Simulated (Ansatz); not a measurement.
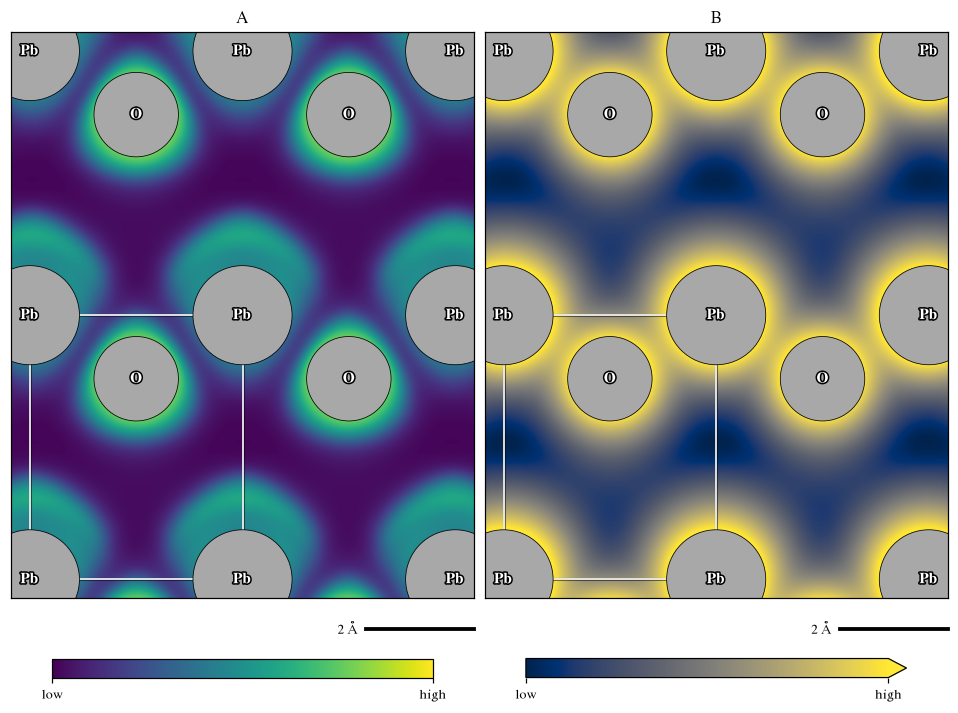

PbO: 2 fields on the (100) plane of the conventional cell, with unlabelled colour scales. Grey discs cover the atomic cores.

Space group P4/nmm.

Theory: DFT LDA, scalar-relativistic, plane waves, PAW (Ansatz 0.2.0).

Question: The panels show electron localisation function and valence pseudo-density in some order. Assign them.

Answer: Panel A: electron localisation function. Panel B: valence pseudo-density. From the grid: Pb–O (2.30 Å): the density is about 0.49 e/Å³ at the midpoint; the ELF peaks at about 0.85 in the valence shell of O, 0.6 Å from its nucleus, and drops to about 0.20 between the two atoms.
